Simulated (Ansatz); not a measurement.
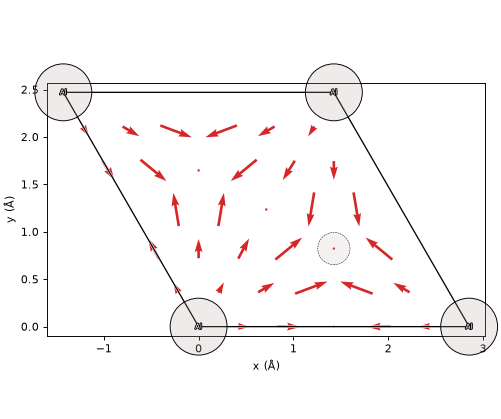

N on an Al(001) slab cut from the P6_3/mmc phase, its upper half relaxed before the scan (8 atoms of substrate and one adsorbate in a 1 × 1 cell). N is moved over the surface cell; relaxed at each place: the height of the adsorbate's atoms; substrate rigid; the origin of the map has the adsorbate above Al8. Places are given modulo a cell vector. The map is drawn in real space over the plane of the surface. The scan uses a 6 × 6 grid; 10 points were computed and 26 follow by symmetry. With one adsorbate in each 1 × 1 cell, its nearest image is 2.9 Å away, so neighbouring adsorbates interact. Method: DFT PBE, scalar-relativistic, plane waves, PAW (Ansatz 0.2.0). Settings: cutoff 420 eV, k-mesh 9×9×1, gaussian smearing 0.1 eV, no spin polarisation.

Drawn: arrows along the force (downhill), their lengths compressed, labelled circles for the atoms of the top layer and small ones for the second layer, the outline of one cell of the plane.

The arrows alone are given. Where are the wells?

The arrows converge at a threefold hollow over a second-layer Al atom, (4/6, 2/6) of the cell vectors; a threefold hollow, (2/6, 4/6) of the cell vectors (0.25 eV up) (read from the interpolated surface).

The energy map of the same scan:

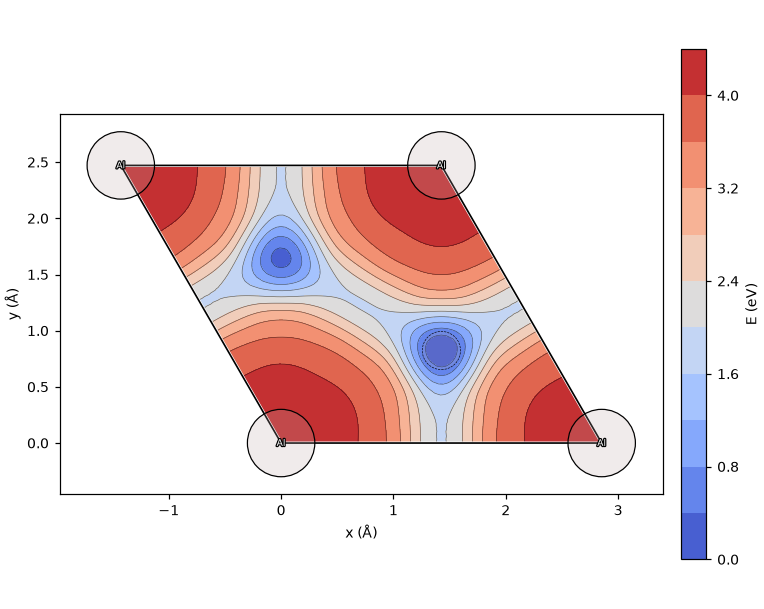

Energies are in eV, from the lowest grid point; between grid points the surface is interpolated.

PAW datasets: the set soft_1.
